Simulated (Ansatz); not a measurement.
System: a slab cut from AlN (slab content Al₁₇N₁₇), space group P6_3mc (No. 186).

Structure:
```xyz
4
Lattice="3.1137 0.0000 0.0000 -1.5568 2.6965 0.0000 0.0000 0.0000 4.9834" Properties=species:S:1:pos:R:3 pbc="T T T"
Al    0.0000    1.7977    0.0075
Al    1.5568    0.8988    2.4992
N     0.0000    1.7977    1.9111
N     1.5568    0.8988    4.4028
```

Computed with Ansatz 0.2.0: spacing and rumpling of the atomic planes of a slab cut from the relaxed bulk cell along the Miller plane (conventional indices), bottom to top, after all atoms relax, plane waves with PAW datasets, Γ-centred k mesh. Level: PBEsol, no spin polarisation.

- space group in which the indices count: 186
- Miller index h: 1
- Miller index k: 1
- Miller index l: 1
- top plane: AlN
- bottom plane: AlN
- planes: 17
- surface cell: (1, 1)
- slab thickness as cut: 12.06 Å
- vacuum: 15 Å
- surface area: 28.16 Å²
- surface a: 5.393 Å
- surface b: 5.876 Å
- surface angle: 117.3 °
- slab atoms: 34
- wave cutoff: 420 eV
- k mesh: 6×5×1
- occupations: Gaussian
- smearing width: 0.05 eV
- boundary: dipole corrected

What does the calculation give for the spacing change of each pair of planes? The cases: 1–2; 2–3; 3–4; 4–5; 5–6; 6–7; 7–8; 8–9; 9–10; 10–11; 11–12; 12–13; 13–14; 14–15; 15–16; 16–17.

The least value, −0.172 Å, is that of 2–3, and the largest, 0.211 Å, that of 3–4. In rising order: 2–3 (−0.172), 15–16 (−0.166), 13–14 (−0.117), 4–5 (−0.111), 1–2 (−0.102), 16–17 (−0.046), 6–7 (−0.022), 11–12 (−0.020), 8–9 (−0.007), 9–10 (0.001), 10–11 (0.010), 7–8 (0.018), 5–6 (0.051), 12–13 (0.057), 14–15 (0.196), 3–4 (0.211), in Å. The spacing to next, in Å, is 0.641 for 1–2, 0.571 for 2–3, 0.954 for 3–4, 0.632 for 4–5, 0.794 for 5–6, 0.721 for 6–7, 0.761 for 7–8, 0.736 for 8–9, 0.744 for 9–10, 0.753 for 10–11, 0.723 for 11–12, 0.800 for 12–13, 0.626 for 13–14, 0.939 for 14–15, 0.577 for 15–16 and 0.697 for 16–17.

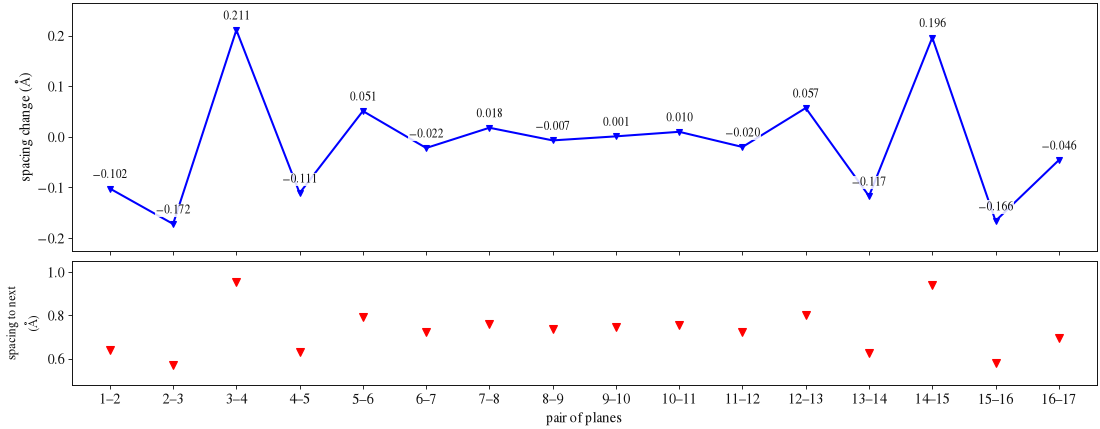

Caveats: polar or open-shell cut of an insulator, not reconstructed; in this field the vacuum level falls below the Fermi level; xc potential rough in thin density.
